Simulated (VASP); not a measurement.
# Geometry relaxation, with input and output: PtTe2 (part 2 of 3)

PtTe2 (P-3m1, 3 atoms in the cell); Kohn-Sham DFT of a periodic cell, PBE with D3(BJ), VASP PAW PBE potentials, recommended, no spin polarisation (VASP 6.6.1); cutoff 250 eV, 9×9×6 k-mesh, Gaussian smearing of 0.02 eV. The structure derives from an entry of the Crystallography Open Database.

Geometry of the input (Å; fractional positions):
```
4.0480  0.0000  -0.0000
-2.0240  3.5057  -0.0000
-0.0000  -0.0000  5.0925
Te 0.3333  0.6667  0.2666
Te 0.6667  0.3333  0.7334
Pt 0.0000  1.0000  0.0000
```

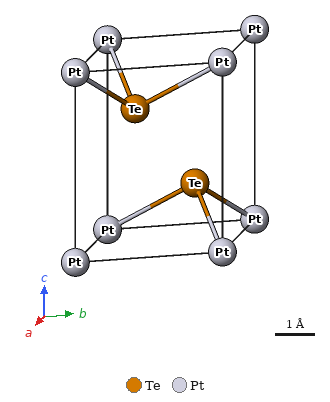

**Figure 1.** The starting structure (ball-and-stick view of the cell of the calculation, seen slightly off an axis).

Parts of OUTCAR, continued:
```
   k-points           NKPTS =     62   k-points in BZ     NKDIM =     62   number of bands    NBANDS=     15
   number of dos      NEDOS =    301   number of ions     NIONS =      3
   total plane-waves  NPLWV =  16128
   dimension x,y,z NGX =    24 NGY =   24 NGZ =   28
   dimension x,y,z NGXF=    48 NGYF=   48 NGZF=   56
   ions per type =               2   1
   NGX,Y,Z   is equivalent  to a cutoff of   9.86,  9.86,  9.14 a.u.
   NGXF,Y,Z  is equivalent  to a cutoff of  19.71, 19.71, 18.28 a.u.
 SYSTEM =  unknown system
   PREC   = accura    normal or accurate (medium, high low for compatibility)
   ISTART =      0    job   : 0-new  1-cont  2-samecut
   ICHARG =      2    charge: 1-file 2-atom 10-const
   ISPIN  =      1    spin polarized calculation?
   LNONCOLLINEAR =      F non collinear calculations
   LSORBIT =      F    spin-orbit coupling
   LASPH  =      T    aspherical Exc in radial PAW
   ENCUT  =  250.0 eV  18.37 Ry    4.29 a.u.   5.22  5.22  6.57*2*pi/ulx,y,z
   NELM   =     80;   NELMIN=  2; NELMDL= -5     # of ELM steps
   EDIFF  = 0.1E-06   stopping-criterion for ELM
   LREAL  =      F    real-space projection
   EDIFFG = -.2E-02   stopping-criterion for IOM
   NSW    =     80    number of steps for IOM
   IBRION =      2    ionic relax: 0-MD 1-quasi-New 2-CG
   NFREE  =      1    steps in history (QN), initial steepest desc. (CG)
   ISIF   =      3    stress and relaxation
   ISYM   =      2    0-nonsym 1-usesym 2-fastsym
   POTIM  = 0.5000    time-step for ionic-motion
   TEBEG  =    0.0;   TEEND  =   0.0 temperature during run
   PSTRESS=    0.0 pullay stress
   NELECT =      22.0000    total number of electrons
   NUPDOWN=      -1.0000    fix difference up-down
   EMIN   =  10.00;   EMAX   =-10.00  energy-range for DOS
   EFERMI =   0.00;   METHOD = LEGACY
   ISMEAR =     0;   SIGMA  =   0.02  broadening in eV -4-tet -1-fermi 0-gaus
   EFERMI_NEDOS =   21; number of points for ismear=-14 and -15
   IALGO  =     38    algorithm
   IMIX   =      4    mixing-type and parameters
     AMIX     =   0.40;   BMIX     =  1.00
     AMIX_MAG =   1.60;   BMIX_MAG =  1.00
  volume/ion in A,a.u.               =      24.09       162.57
  Fermi-wavevector in a.u.,A,eV,Ry     =   1.101279  2.081115 16.501345  1.212815
  Thomas-Fermi vector in A             =   2.237703
   LORBIT       =      0    0 simple, 1 ext, 2 COOP (PROOUT), +10 PAW based schemes
   GGA     = PE    functional components
   LHFCALC =     F    Hartree Fock is set to
   AEXX    =    0.0000 exact exchange contribution
   IVDW    =    12    specifies the selected vdW correction
   LEPSILON=     F    determine dielectric tensor
   LRPA    =     F    only Hartree local field effects (RPA)
 conjugate gradient relaxation of ions
 non-spin polarized calculation
 Gauss-broadening in eV      SIGMA  =   0.02
  energy-cutoff  :      250.00
  volume of cell :       72.27
 maximum number of plane-waves:       665
 NGX is ok and might be reduce to    24
   NGX = 11   NGY = 11   NGZ = 13

--------------------------------------- Ionic step        1  -------------------------------------------

 number of electron      22.0000004 magnetization

 Free energy of the ion-electron system (eV)
  ---------------------------------------------------
  ext. energy  EPLUGINS =         0.00000000
  ---------------------------------------------------
  free energy    TOTEN  =       -13.52499025 eV

  energy without entropy =      -13.52482300  energy(sigma->0) =      -13.52490662

------------------------ aborting loop because EDIFF is reached ----------------------------------------

 Edisp (eV)   -1.70183

 E8    (eV) :    -0.7811

  FORCE on cell =-STRESS in cart. coord.  units (eV):
  Direction    XX          YY          ZZ          XY          YZ          ZX
  --------------------------------------------------------------------------------------
  -------------------------------------------------------------------------------------
  Total       0.01662     0.01662    -0.02721     0.00000     0.00000    -0.00000
  in kB       0.36836     0.36836    -0.60320     0.00000     0.00000    -0.00000
  external pressure =        0.04 kB  Pullay stress =        0.00 kB

 VOLUME and BASIS-vectors are now :
 -----------------------------------------------------------------------------
  energy-cutoff  :      250.00
  volume of cell :       72.27
      direct lattice vectors                 reciprocal lattice vectors
     4.048048242  0.000000000  0.000000000     0.247032629  0.142624355  0.000000000
    -2.024024121  3.505712614  0.000000000     0.000000000  0.285248710  0.000000000
     0.000000000  0.000000000  5.092529076     0.000000000  0.000000000  0.196366086

 POSITION                                       TOTAL-FORCE (eV/Angst)
 -----------------------------------------------------------------------------------
     -0.00000      2.33714      1.35785         0.000000      0.000000      0.002043
      2.02402      1.16857      3.73468        -0.000000      0.000000     -0.002043
      0.00000      0.00000      0.00000         0.000000      0.000000      0.000000
 -----------------------------------------------------------------------------------
    total drift:                                0.000000      0.000000     -0.000000

  FREE ENERGIE OF THE ION-ELECTRON SYSTEM (eV)
  ---------------------------------------------------
  free  energy   TOTEN  =       -15.2268171399 eV

  energy  without entropy=      -15.2266498976  energy(sigma->0) =      -15.22673352

--------------------------------------- Ionic step        2  -------------------------------------------

 number of electron      22.0000004 magnetization

------------------------ aborting loop because EDIFF is reached ----------------------------------------

 Edisp (eV)   -1.70167

 E8    (eV) :    -0.7810

  FORCE on cell =-STRESS in cart. coord.  units (eV):
  Direction    XX          YY          ZZ          XY          YZ          ZX
  --------------------------------------------------------------------------------------
  -------------------------------------------------------------------------------------
  Total      -0.00327    -0.00327    -0.02384    -0.00000     0.00000     0.00000
  in kB      -0.07259    -0.07259    -0.52841    -0.00000     0.00000     0.00000
  external pressure =       -0.22 kB  Pullay stress =        0.00 kB

 VOLUME and BASIS-vectors are now :
 -----------------------------------------------------------------------------
  energy-cutoff  :      250.00
  volume of cell :       72.28
      direct lattice vectors                 reciprocal lattice vectors
     4.049129851  0.000000000 -0.000000000     0.246966641  0.142586257  0.000000000
    -2.024564925  3.506649315 -0.000000000    -0.000000000  0.285172514 -0.000000000
    -0.000000000  0.000000000  5.090300884     0.000000000  0.000000000  0.196452041

 POSITION                                       TOTAL-FORCE (eV/Angst)
 -----------------------------------------------------------------------------------
     -0.00000      2.33777      1.35736        -0.000000      0.000000      0.000237
      2.02456      1.16888      3.73294         0.000000     -0.000000     -0.000237
      0.00000      0.00000     -0.00000        -0.000000      0.000000      0.000000
 -----------------------------------------------------------------------------------
    total drift:                                0.000000      0.000000     -0.000000

  FREE ENERGIE OF THE ION-ELECTRON SYSTEM (eV)
  ---------------------------------------------------
  free  energy   TOTEN  =       -15.2268310495 eV

  energy  without entropy=      -15.2266614468  energy(sigma->0) =      -15.22674625

--------------------------------------- Ionic step        3  -------------------------------------------

 number of electron      22.0000004 magnetization

------------------------ aborting loop because EDIFF is reached ----------------------------------------

 Edisp (eV)   -1.70156

 E8    (eV) :    -0.7810

  FORCE on cell =-STRESS in cart. coord.  units (eV):
  Direction    XX          YY          ZZ          XY          YZ          ZX
  --------------------------------------------------------------------------------------
  -------------------------------------------------------------------------------------
  Total      -0.01718    -0.01718    -0.02083    -0.00000     0.00000    -0.00000
  in kB      -0.38079    -0.38079    -0.46182    -0.00000     0.00000    -0.00000
  external pressure =       -0.41 kB  Pullay stress =        0.00 kB

 VOLUME and BASIS-vectors are now :
 -----------------------------------------------------------------------------
  energy-cutoff  :      250.00
  volume of cell :       72.28
      direct lattice vectors                 reciprocal lattice vectors
     4.049887342  0.000000000 -0.000000000     0.246920449  0.142559588  0.000000000
    -2.024943671  3.507305321 -0.000000000    -0.000000000  0.285119175 -0.000000000
    -0.000000000  0.000000000  5.088740399     0.000000000  0.000000000  0.196512284

 POSITION                                       TOTAL-FORCE (eV/Angst)
 -----------------------------------------------------------------------------------
     -0.00000      2.33820      1.35701         0.000000     -0.000000     -0.001023
      2.02494      1.16910      3.73173        -0.000000      0.000000      0.001023
     -2.02494      3.50731     -0.00000        -0.000000      0.000000      0.000000
 -----------------------------------------------------------------------------------
    total drift:                               -0.000000      0.000000     -0.000000

  FREE ENERGIE OF THE ION-ELECTRON SYSTEM (eV)
  ---------------------------------------------------
  free  energy   TOTEN  =       -15.2268332654 eV

  energy  without entropy=      -15.2266620013  energy(sigma->0) =      -15.22674763

--------------------------------------- Ionic step        4  -------------------------------------------

 number of electron      22.0000004 magnetization

------------------------ aborting loop because EDIFF is reached ----------------------------------------

 Edisp (eV)   -1.70271

 E8    (eV) :    -0.7815

  FORCE on cell =-STRESS in cart. coord.  units (eV):
  Direction    XX          YY          ZZ          XY          YZ          ZX
  --------------------------------------------------------------------------------------
  -------------------------------------------------------------------------------------
  Total       0.00656     0.00656     0.01103     0.00000    -0.00000    -0.00000
  in kB       0.14550     0.14550     0.24464     0.00000    -0.00000    -0.00000
  external pressure =        0.18 kB  Pullay stress =        0.00 kB

 VOLUME and BASIS-vectors are now :
 -----------------------------------------------------------------------------
  energy-cutoff  :      250.00
  volume of cell :       72.23
      direct lattice vectors                 reciprocal lattice vectors
     4.049675716  0.000000000 -0.000000000     0.246933352  0.142567037  0.000000000
    -2.024837858  3.507122048 -0.000000000    -0.000000000  0.285134075 -0.000000000
    -0.000000000  0.000000000  5.085898756     0.000000000  0.000000000  0.196622082

 POSITION                                       TOTAL-FORCE (eV/Angst)
 -----------------------------------------------------------------------------------
     -0.00000      2.33808      1.35627        -0.000000      0.000000      0.004431
      2.02484      1.16904      3.72962         0.000000     -0.000000     -0.004431
     -0.00000      0.00000      5.08590        -0.000000      0.000000     -0.000000
 -----------------------------------------------------------------------------------
    total drift:                               -0.000000     -0.000000     -0.000000

  FREE ENERGIE OF THE ION-ELECTRON SYSTEM (eV)
  ---------------------------------------------------
  free  energy   TOTEN  =       -15.2268375190 eV

  energy  without entropy=      -15.2266632297  energy(sigma->0) =      -15.22675037

--------------------------------------- Ionic step        5  -------------------------------------------

 number of electron      22.0000004 magnetization

------------------------ aborting loop because EDIFF is reached ----------------------------------------

 Edisp (eV)   -1.70239

 E8    (eV) :    -0.7814
```
